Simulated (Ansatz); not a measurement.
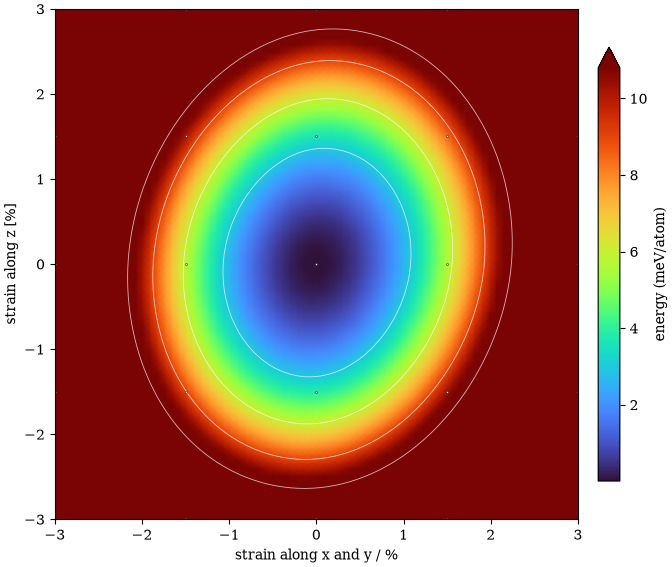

MgO (P-6m2, No. 187; 2 atoms in the cell). The cell is strained homogeneously, by one strain along x and y and another along z, with fractional coordinates fixed (x along [1 0 0], z along [0 0 1] of the conventional cell). First axis: strain along x and y. Second axis: strain along z. The grid has 5 × 5 points. Points are written as (first, second). All energies are given in meV/atom relative to the lowest grid point. The reference cell is the one listed in the database, not relaxed at this level. All numbers below come from DFT PBE, scalar-relativistic, plane waves, PAW in Ansatz. Settings: cutoff 420 eV, k-mesh 9×9×8 in the order of the run's cell vectors, gaussian smearing 0.05 eV, no spin polarisation.

In the figure: a smooth colour map with a few white contour lines, dots at the grid points, one colour for all values above the top of the scale. Between grid points the surface is interpolated.

Estimate the clamped-ion elastic constants that this map fixes.

With the cell volume of 20.0 Å³, the curvatures of the interpolated surface at its minimum give C₁₁ + C₂₂ + 2C₁₂ ≈ 810 GPa, C₃₃ ≈ 530 GPa and C₁₃ + C₂₃ ≈ −53 GPa (clamped ions, Cartesian axes of the cell). A stretch of 1 % along z with free sides (kept equal in x and y) would change the in-plane lengths by about 0.07 %.
